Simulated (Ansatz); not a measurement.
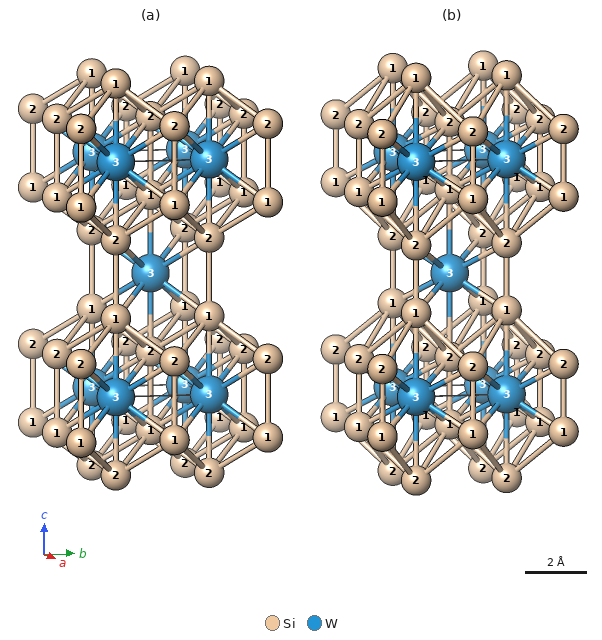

Left: a symmetric starting cell of Si2W. Right: the same structure after one change, at the same scale. Style: ball-and-stick. Shown: the conventional cell (2 times the calculation's cell), slightly off an axis. Lengths and directions refer to the drawn axes.

These are results of DFT LDA, scalar-relativistic, plane waves, PAW in Ansatz 0.2.0, not measurements. Settings: plane-wave cutoff 420 eV; k-point mesh 18 × 18 × 18; occupations gaussian; smearing width 0.1 eV; no spin polarisation.

What was changed?

Answer. The cell is strained by 0.0 % along c and −3.0 % across it (volume −6.0 %) and the Si atoms are displaced by 0.18 Å relative to the cell: Si1 0.18 Å along +c. No relaxation follows. The starting cell wasn't computed here and needn't be at equilibrium, so pressure and forces aren't due to the change alone.

How do the computed properties respond?

Answer. The pressure is 19.5 GPa (not all of it need come from the change, since the unchanged cell can be under pressure at this level too). The principal stresses (compression positive) are 17.3 GPa along c and 20.7 GPa across it. The largest forces, 4.5 eV/Å, act on Si1 and Si2; on Si1 it points along −c. The forces point straight back along the displacements (cosine −1.00). Near-neighbour distances before and after: Si–Si 2.623 → 2.263 to 2.766 Å, Si–W 2.625 → 2.476 to 2.806 Å. The space group stays I4/mmm (No. 139).
